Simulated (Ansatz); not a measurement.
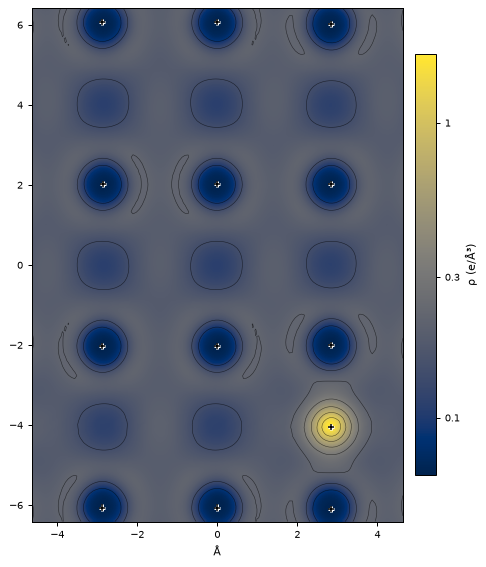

The valence pseudo-density on a plane through atoms (crosses mark nuclei in the plane).

Theory: Ansatz 0.2.0, DFT PBE, scalar-relativistic, plane waves, PAW.

Candidates:
A. Al₂₇H (cell with a defect), a = 8.57 Å, b = 8.57 Å, c = 8.57 Å, α = 60.00°, β = 60.00°, γ = 60.00°. 
B. Ga₁₆As₁₅ (cell with a defect), a = 9.95 Å, b = 9.95 Å, c = 9.95 Å, α = 109.47°, β = 109.47°, γ = 109.47°. Spin-polarised.

Which candidate gave the map?

Answer. Candidate A: Al₂₇H on the (011̄) plane of the calculation cell, which holds Al and H. Al–H (2.05 Å): ρ at the midpoint is about 0.24 e/Å³. Al–Al (2.85 Å): ρ is about 0.21 e/Å³ halfway.
